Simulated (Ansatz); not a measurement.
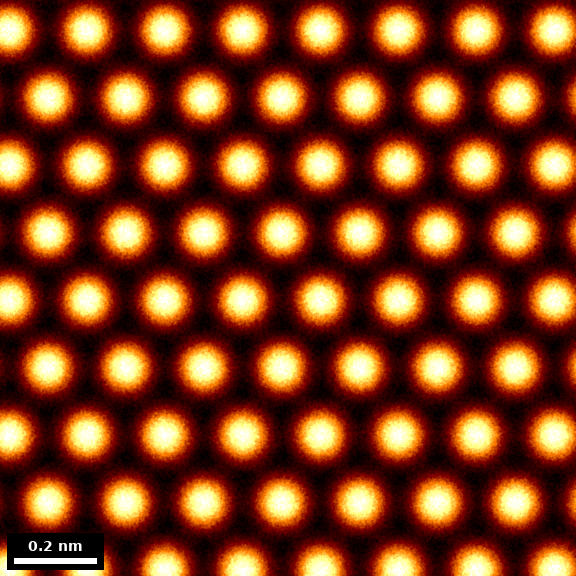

Z-contrast image of B (Im-3m, No. 229). The image is simulated as a sum over atoms of Z^1.7, blurred by a 1.05 Å probe (no channelling). The probe carries 15 % of its weight in a tail 2.5 times as wide. Shot noise was added. Structure: the input geometry of an electronic-structure calculation (not necessarily at equilibrium); the starting structure was generated, so it need not be a known form of this composition.

Space group Im-3m (No. 229). a = 2.319 Å, b = 2.319 Å, c = 2.319 Å, α = 90.00°, β = 90.00°, γ = 90.00°
```csv
atom,site,symmetry,x,y,z
B,2a,m-3m,0.0000,0.0000,0.0000
```

**Along which zone axis is the crystal seen: [210], [221], [211] or [111]? (Directions equivalent by symmetry count as one.)**

[111]. The projected cells are 1.04 × 1.27 Å, 114° for [210]; 0.55 × 1.64 Å, 90° for [221]; 0.67 × 1.64 Å, 90° for [211]; 1.89 × 1.89 Å, 120° for [111], and the image repeats as the [111] one does.
